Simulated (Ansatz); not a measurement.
Here is a crystal structure:

```yaml
crystal:
  lattice:
    - [3.59257, 0.00000, 0.00000]
    - [0.00000, 3.59257, 0.00000]
    - [0.00000, 0.00000, 4.78470]
  atoms:
    - { symbol: Tl, position: [0.00000, 0.00000, 0.00000] }
    - { symbol: Tl, position: [0.50000, 0.50000, 0.50000] }
```

### Describe what this structure looks like.

The element is thallium. It belongs to space group I4/mmm (No. 139) and has a body-centred tetragonal lattice. The cell holds two atoms. With all contacts inside bonding distance counted, the coordination numbers are Tl 12.

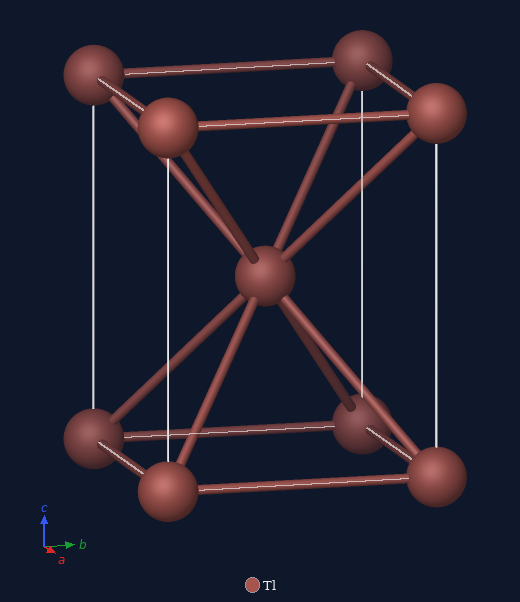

Crystal structure, ball-and-stick style, seen slightly off an axis. One conventional unit cell is framed, with atoms on its boundary repeated.

The starting point was a structure listed in the Materials Project. The cell was then strained or its atoms displaced on purpose. It was run through Ansatz as a DFT input.
